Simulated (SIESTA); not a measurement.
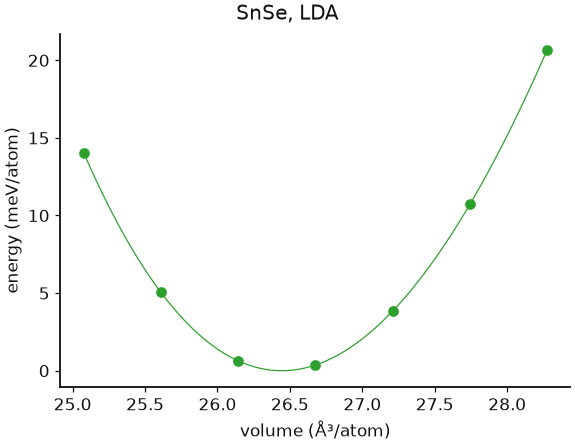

Caption: Energy against volume for SnSe, space group Pnma (No. 62).

A third-order Birch–Murnaghan fit gives V0 = 26.44 Å³/atom, B0 = 58.3 GPa and B′ = 3.9. The energy is 14.04 meV/atom at volume 25.08 Å³/atom and 20.68 meV/atom at 28.28 Å³/atom; the lowest computed point is at volume 26.68 Å³/atom (0.36 meV/atom).

Computed with SIESTA 5.4.2: DFT in numerical atomic orbitals with pseudopotentials, no spin polarisation; energies at scaled volumes of the given cell, shape and fractions fixed, counted from the fit's minimum, third-order Birch-Murnaghan fit. Level: LDA.

```tsv
setting	value
k mesh	2×4×4
occupations	Fermi–Dirac
smearing width	0.05 eV
potentials	PseudoDojo 0.4 standard, converted to PSML, two zetas on semicore shells
program settings	basis DZP, mesh cutoff 500 Ry
```

The given structure:
```
CELL_PARAMETERS angstrom
11.42000 0.00000 0.00000
0.00000 4.19000 0.00000
0.00000 0.00000 4.46000
ATOMIC_POSITIONS crystal
Sn 0.87700 0.75000 0.90900
Sn 0.62300 0.25000 0.40900
Sn 0.37700 0.75000 0.59100
Sn 0.12300 0.25000 0.09100
Se 0.64300 0.75000 0.98400
Se 0.85700 0.25000 0.48400
Se 0.14300 0.75000 0.51600
Se 0.35700 0.25000 0.01600
```

Caveats: mulliken charges of long orbitals; shape and atomic fractions are frozen while scaling, which makes layered, chain and framework solids too stiff.
